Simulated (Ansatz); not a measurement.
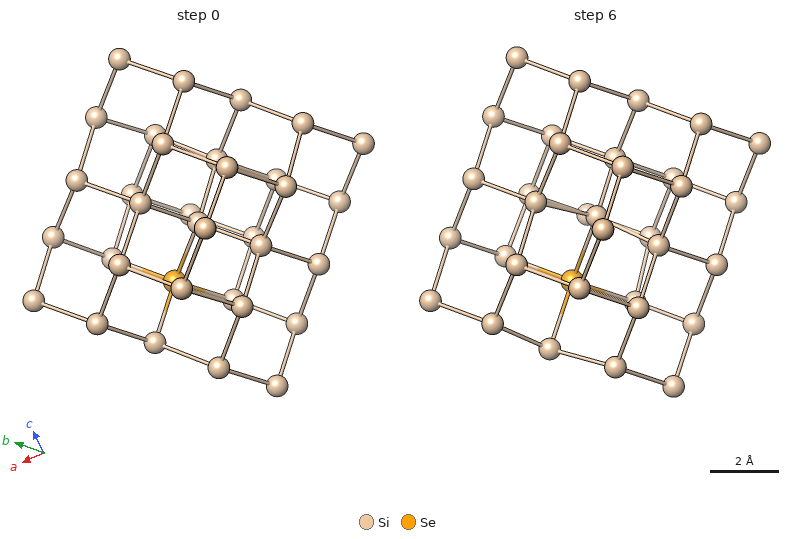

The structure of a defect cell of composition Si127Se before (left) and after (right) a relaxation, at one scale.

The picture is a ball-and-stick view of the atoms within 5.8 Å of the atom that moves most (axes of the cell of the calculation (origin shifted)), seen from a free direction.

The atoms of the start lie slightly off their symmetric places, so part of the fall in energy undoes that.

Computed with DFT, PBEsol, PAW, plane waves (Ansatz). (plane-wave cutoff 420 eV; k-point mesh 1 × 1 × 1; mesh shifted by (0.25, 0.25, 0.25); collinear spin; atoms relaxed in a fixed cell; force threshold 0.03 eV/Å; at most 80 steps)

> Summarise the run.

The atom that moves furthest is a Si atom (0.24 Å roughly along [−3 1 1]). By element the largest moves are Si 0.24 Å, Se 0.04 Å. The cell stays as it was. Near-neighbour distances that change, for instance: Se–Si 2.331 → 2.550 Å, Se–Si 2.318 → 2.507 Å, Si–Si 2.431 → 2.350 Å, Si–Si 2.395 → 2.332 Å. Bond angles that change, for instance: Si–Si–Si 111.2° → 104.1°, Si–Si–Se 110.4° → 103.7°, Si–Si–Si 109.7° → 104.1°. Over 6 geometry steps the energy falls by 1.794 eV per cell of the calculation. Largest force component: 1.5 eV/Å at the start, 0.0051 eV/Å at the end. The program noted that the starting moments weren't kept. Cost: 11 s on 1 × NVIDIA GB200 with 8 threads of Arm Neoverse-V2, peak memory 2.6 GiB.
